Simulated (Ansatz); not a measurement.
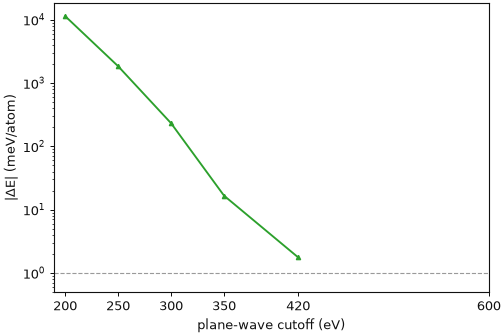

One cell, run at 6 values of the plane-wave cutoff (density cutoff scaled with it).
The run: AlNi3 (P1, 4 atoms in the cell), by Ansatz, DFT PBE, scalar-relativistic, plane waves, PAW; 10×10×10 k-mesh, Gaussian smearing of 0.1 eV, no spin polarisation.
ΔE is the free energy less its value at the largest setting, 600 eV.
Dashed lines or grey bands mark the tolerance: 1 meV/atom.
The atoms sit off their equilibrium sites.

**From which setting is the free energy converged to 1 meV/atom?**

The free energy at the last setting but one, 420 eV, is still more than 1 meV/atom from the largest setting's value, so the scan doesn't show it converged. It is off by 11000 meV/atom at 200 eV, 230 meV/atom at 300 eV and 1.8 meV/atom at 420 eV (always above it). The smaller bases give higher energies, which fall towards the limit as the basis grows.
